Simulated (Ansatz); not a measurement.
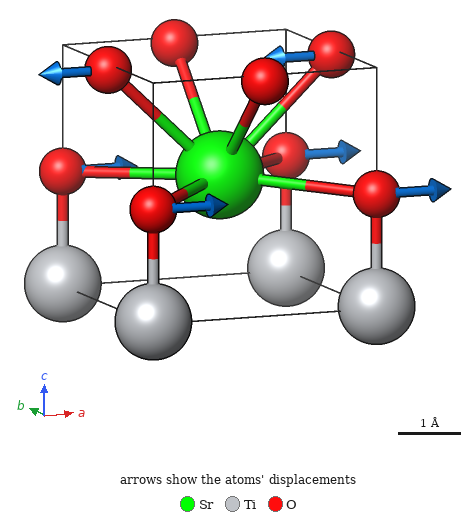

One vibrational mode of crystalline SrTiO3 (a generated structure) at the zone centre. The blue arrows give the relative displacements of the atoms. The picture is a ball-and-stick view of the cell of the calculation, seen slightly off an axis.

The calculation used Ansatz 0.2.0, DFT PBE, scalar-relativistic, plane waves, PAW.

Input file:
```yaml
crystal:
  lattice:
    - [3.9261652959, 0.0, 0.0]
    - [0.0, 3.9261652959, 0.0]
    - [0.0, 0.0, 3.9869819314]
  atoms:
    - { symbol: Sr, position: [0.5, 0.5, 0.5079866311] }
    - { symbol: Ti, position: [0.0, 0.0, 0.0101047453] }
    - { symbol: O, position: [0.5, 0.0, 0.975435812] }
    - { symbol: O, position: [0.0, 0.5, 0.975435812] }
    - { symbol: O, position: [0.0, 0.0, 0.4750379497] }
basis:
  ecutwfc: 420
kpoints:
  mp_grid: { grid: [8, 8, 8] }
hamiltonian:
  xc: pbe
scf:
  occupations: { method: fixed }
output:
  eigenvalues: true
phonons:
  method: dfpt
  dielectric: true
  rigid_motions: translations
  eigenvectors: true
  qmesh: [2, 2, 2]
  temperatures: { t_max: 1000, t_step: 100 }
  qpath:
    path:
      - [[0.0, 0.0, 0.0], [0.0, 0.5, 0.0], [0.5, 0.5, 0.0], [0.0, 0.0, 0.0], [0.0, 0.0, 0.5], [0.0, 0.5, 0.5], [0.5, 0.5, 0.5], [0.0, 0.0, 0.5]]
      - [[0.0, 0.5, 0.0], [0.0, 0.5, 0.5]]
      - [[0.5, 0.5, 0.0], [0.5, 0.5, 0.5]]
    npoints: 8
```

Command:
```bash
ansatz run input.yaml --threads 1 --pin off --max-ram 2560MiB --backend cpu --events-out ev --progress --plain --runs-dir out
```

Frequencies are those without the non-analytic (LO–TO) term.

**What mode is this, and where does it lie in the spectrum?**

This is the E mode (doubly degenerate; one member of the set is drawn) at 244 cm⁻¹, optical level 5 of 8, counted from below (1 lower level is imaginary, so the structure is unstable), infrared- and Raman-active by symmetry. The Sr atoms hardly move; all motion is along a. Its infrared intensity is 0.4 (D/Å)²/amu for the set.
